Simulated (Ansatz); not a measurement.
**Single-point calculation of Sr$_{4}$Ti$_{4}$O$_{11}$ (charge +3) (part 2 of 2)**

Sr$_{4}$Ti$_{4}$O$_{11}$ (defect cell, 19 atoms in the cell, total charge +3); DFT, PBE, plane waves, PAW, spin-polarised (Ansatz 0.2.0); cutoff 420 eV, 3×3×3 k-mesh, Gaussian smearing of 0.02 eV, collinear spins. The structure derives from a Materials Project entry.

Geometry of the input (Å; fractional positions):
```
-3.9364  3.9364  3.9364
3.9364  -3.9364  3.9364
3.9364  3.9364  -3.9364
Sr -0.0007  -0.0007  -0.0014
Sr 0.5007  0.5007  0.0014
Sr 0.5007  -0.0007  0.5000
Sr -0.0007  0.5007  0.5000
Ti 0.5166  0.5166  0.5000
Ti -0.0166  -0.0166  0.5000
Ti -0.0000  0.5000  0.0000
Ti 0.5000  0.0000  0.0000
O  0.2381  0.4817  0.2564
O  0.7747  0.0183  0.2564
O  0.7253  0.4817  0.7436
O  0.2619  0.0183  0.7436
O  0.7500  0.7500  0.5000
O  0.2500  0.7500  0.0000
O  0.7500  0.2500  0.0000
O  0.4817  0.7253  0.7436
O  0.0183  0.2619  0.7436
O  0.0183  0.7747  0.2564
O  0.4817  0.2381  0.2564
```

Output, continued:
```
--- Forces (eV/Å), atoms counted from 1 ---
  atom   1  Sr    -0.03919961    -0.03919961     0.00000000
  atom   2  Sr     0.03919961     0.03919961     0.00000000
  atom   3  Sr    -0.03919961     0.03919961     0.00000000
  atom   4  Sr     0.03919961    -0.03919961     0.00000000
  atom   5  Ti     0.00000000    -0.00000000     0.21357289
  atom   6  Ti     0.00000000     0.00000000    -0.21357289
  atom   7  Ti     0.00000000    -0.00000000     0.00000000
  atom   8  Ti     0.00000000     0.00000000     0.00000000
  atom   9  O     -0.00000000     0.00156979     0.01103712
  atom  10  O      0.00000000     0.00156979    -0.01103712
  atom  11  O      0.00000000    -0.00156979     0.01103712
  atom  12  O      0.00000000    -0.00156979    -0.01103712
  atom  13  O      0.00000000     0.00000000    -0.00000000
  atom  14  O     -0.00000000     0.00000000     0.00000000
  atom  15  O      0.00000000     0.00000000     0.00000000
  atom  16  O     -0.00156979    -0.00000000     0.01103712
  atom  17  O     -0.00156979    -0.00000000    -0.01103712
  atom  18  O      0.00156979     0.00000000    -0.01103712
  atom  19  O      0.00156979     0.00000000     0.01103712
  max |Σ_I F_I| component: 3.64e-17 eV/Å
--- Band table (eV; the first three rows and the last of 12) ---
  k-point 0 ↑: bands = ["-47.4152", "-47.4142", "-47.3185", "-47.3168", "-23.8287", "-23.7465", "-23.6608", "-23.6526", "-23.6526", "-23.6513", "-23.6513", "-23.6014", "-23.5452", "-23.5452", "-23.5400", "-23.5400", "-22.9084", "-22.8700", "-22.8700", "-22.8699", "-8.3631", "-7.9654", "-7.6215", "-7.4969", "-7.3215", "-7.2948", "-7.2948", "-7.2766", "-7.2766", "-7.1595", "-6.9291", "-5.0349", "-4.9377", "-4.9377", "-4.8988", "-4.8614", "-4.7861", "-4.7724", "-4.6686", "-4.6686", "-4.6446", "-4.6446", "-4.5826", "4.8236", "4.8389", "4.8425", "4.8445", "4.9079", "4.9079", "5.0973", "5.2290", "5.3001", "6.1907", "6.1907", "6.2487", "6.5221", "6.5221", "6.5855", "6.5855", "6.7601", "6.8281", "7.1390", "7.1965", "7.1965", "7.6318", "7.6750", "7.6750", "7.9570", "8.0248", "8.0248", "8.3013", "8.3097", "8.3097", "8.8704", "8.8704", "8.9590", "11.1421", "11.3681", "11.3681", "11.7978", "12.6252", "12.6660", "12.6660", "12.8729", "12.8729", "12.9793", "13.2671", "13.2671", "13.3046", "13.3880", "13.5392", "14.0500", "14.4799", "14.7963", "15.0030", "15.1518", "15.4216"]
  k-point 1 ↑: bands = ["-47.4152", "-47.4142", "-47.3185", "-47.3168", "-23.8304", "-23.7465", "-23.6629", "-23.6510", "-23.6465", "-23.6445", "-23.6442", "-23.6014", "-23.5574", "-23.5513", "-23.5471", "-23.5468", "-22.8923", "-22.8734", "-22.8681", "-22.8678", "-8.3871", "-7.8909", "-7.7453", "-7.5969", "-7.5466", "-7.3018", "-7.2901", "-7.1480", "-7.1101", "-7.0091", "-6.8446", "-5.0717", "-4.9569", "-4.9133", "-4.8838", "-4.8566", "-4.8230", "-4.8178", "-4.7160", "-4.6909", "-4.6822", "-4.6507", "-4.6234", "4.8436", "5.0417", "5.1162", "5.1463", "5.1979", "5.4648", "5.4669", "5.5709", "5.5857", "5.8401", "6.0584", "6.0619", "6.0865", "6.1768", "6.4763", "6.5237", "6.6891", "6.7729", "6.9853", "7.0002", "7.1556", "7.5118", "7.6542", "7.6789", "7.8012", "7.9996", "8.0793", "8.1873", "8.3078", "8.3173", "8.3396", "8.6040", "8.6649", "11.5125", "11.6660", "11.8054", "11.8665", "12.2136", "12.3454", "12.4567", "12.7344", "12.7681", "12.8021", "12.9358", "13.0914", "13.2029", "13.8876", "14.4954", "14.6096", "15.0418", "15.2158", "15.3706", "15.8427", "16.1494"]
  k-point 2 ↑: bands = ["-47.4149", "-47.4144", "-47.3184", "-47.3169", "-23.8281", "-23.7490", "-23.6539", "-23.6533", "-23.6482", "-23.6465", "-23.6457", "-23.6175", "-23.5532", "-23.5479", "-23.5454", "-23.5411", "-22.8928", "-22.8739", "-22.8681", "-22.8669", "-8.3973", "-7.9644", "-7.8043", "-7.5529", "-7.4507", "-7.2531", "-7.2004", "-7.1822", "-7.1661", "-6.9923", "-6.9036", "-5.0006", "-4.9945", "-4.9510", "-4.8936", "-4.8679", "-4.8405", "-4.7474", "-4.7165", "-4.7032", "-4.6943", "-4.6620", "-4.6065", "4.8166", "4.9763", "5.0140", "5.1281", "5.1844", "5.3457", "5.3818", "5.4703", "5.7247", "5.9828", "6.0540", "6.1678", "6.1929", "6.4188", "6.4834", "6.5099", "6.5700", "6.6353", "6.7988", "7.1380", "7.3975", "7.4025", "7.6391", "7.6935", "7.8469", "7.9091", "8.0409", "8.0711", "8.2359", "8.2387", "8.4437", "8.7112", "8.7750", "11.5954", "11.6831", "11.7417", "12.1789", "12.3063", "12.3891", "12.5573", "12.7659", "12.8071", "12.9606", "12.9975", "13.1480", "13.2631", "13.5330", "13.9155", "14.2417", "14.6379", "15.0179", "15.6891", "15.8931", "16.2895"]
  k-point 5 ↓: bands = ["-47.4376", "-47.4366", "-47.3381", "-47.3363", "-23.8479", "-23.7625", "-23.6841", "-23.6824", "-23.6773", "-23.6739", "-23.6679", "-23.6198", "-23.5754", "-23.5683", "-23.5681", "-23.5621", "-22.8827", "-22.8751", "-22.8735", "-22.8584", "-8.4154", "-8.0117", "-7.9316", "-7.5520", "-7.0404", "-7.0142", "-6.9826", "-6.9597", "-6.9282", "-6.9146", "-6.6504", "-5.1004", "-5.0999", "-5.0005", "-4.9237", "-4.8580", "-4.8332", "-4.8131", "-4.8024", "-4.7804", "-4.6844", "-4.4835", "-4.4818", "4.8442", "4.9623", "5.1041", "5.2890", "5.3873", "5.4060", "5.4989", "5.6068", "5.9383", "5.9509", "6.0611", "6.1462", "6.4234", "6.4511", "6.4592", "6.6771", "6.7305", "7.0348", "7.0504", "7.0553", "7.3897", "7.4258", "7.4808", "7.6008", "7.9760", "7.9809", "8.0846", "8.0863", "8.3194", "8.5170", "8.6163", "8.9665", "8.9840", "11.4096", "11.6216", "11.7207", "11.8011", "12.2609", "12.3751", "12.6352", "12.7438", "12.8545", "12.9275", "13.1937", "13.2473", "13.3559", "13.5159", "13.8342", "14.3664", "14.8216", "15.6902", "15.7638", "16.0154", "16.2803"]
```

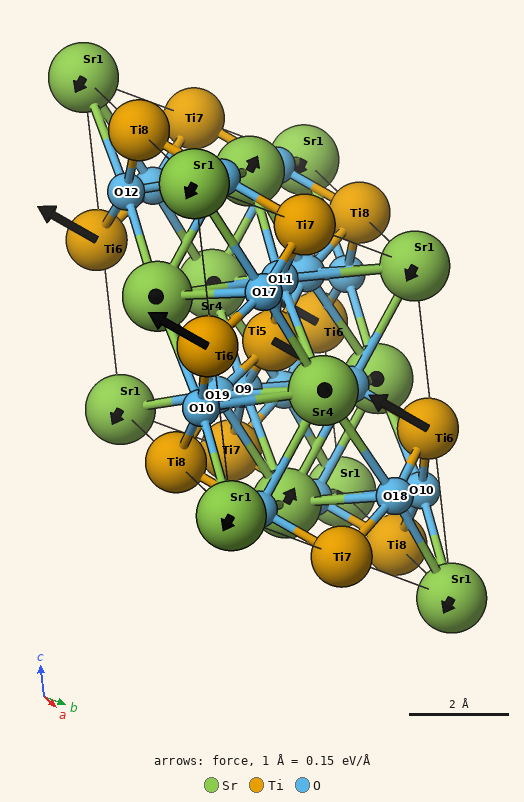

Forces on the atoms as black arrows (ball-and-stick view of the cell of the calculation, seen slightly off an axis; atoms are numbered from 1 in the order of the input); the smallest are left out. The largest act on Ti5, Ti6 (0.21 eV/Å). The geometry is not a stationary point of this energy.

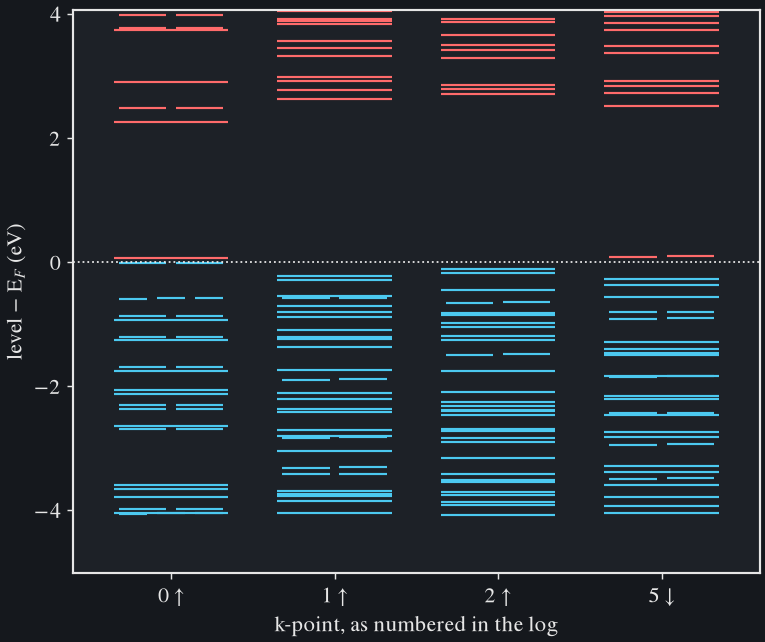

Kohn–Sham levels near the Fermi level (dotted) at the few k-points that the log prints; levels within 0.02 eV of each other stand side by side. The system is metallic on the full mesh.

Results in brief:

- outcome: converged
- electrons treated: 151
- free energy: −30479.8797 eV
- Fermi energy: 8.896 eV
- gap on the k-point mesh: none (metallic)
- net moment of the cell: 0.77 μB
- integrated absolute moment: 1.00 μB
- largest force (length of the vector): 0.214 eV/Å
- wall time: 67 s (CPU time 96 s)
- peak memory: 1.2 GiB

Notes:

Settings chosen away from the usual ones: total_charge set to 3 (from 2); magnetization set to {"spin_polarized": true}.
